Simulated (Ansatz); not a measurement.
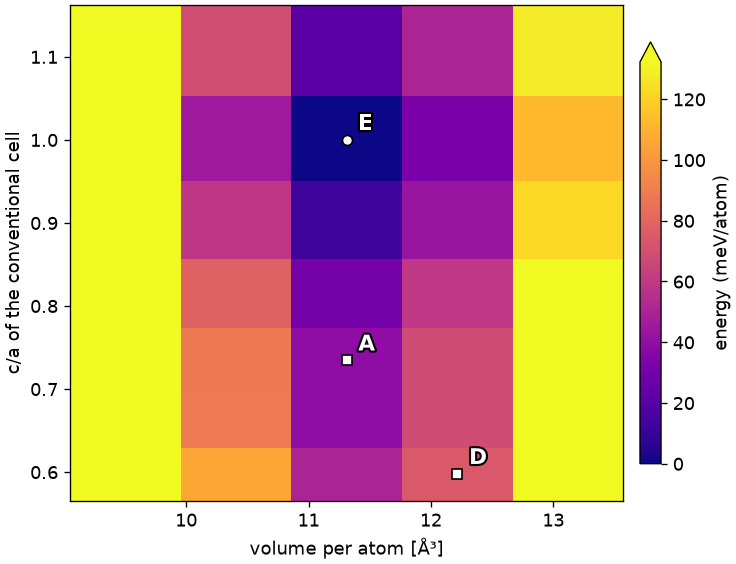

Cu (Fm-3m, No. 225; 1 atom in the cell). The energy is mapped over volume and the cell's shape. The first coordinate is: volume per atom; the second: c/a of the conventional cell. Nothing is relaxed (symmetry fixes all fractional coordinates). The grid has 5 × 7 points. Points are written as (first, second). Energies are in meV/atom, from the lowest grid point. Level of theory: DFT PBEsol, scalar-relativistic, plane waves, PAW (Ansatz). Settings: cutoff 520 eV, k-mesh 24×24×24, gaussian smearing 0.15 eV, no spin polarisation.

Drawn: one coloured cell a grid point, one colour for all values above the top of the scale, lettered points.

Question: What kind of point is each of A, E: minimum, saddle, maximum or slope?

Answer: A: saddle point; E: minimum. (In these two coordinates alone; a stationary point may lie a little off the grid point.)

Question: Rank the lettered points by energy, lowest first.

Answer: E (0 meV/atom), A (39 meV/atom), D (74 meV/atom).

Question: Which space group has the cell at each letter?

Answer: A: I4/mmm; D: I4/mmm; E: Fm-3m.

PAW datasets: the set soft_1.
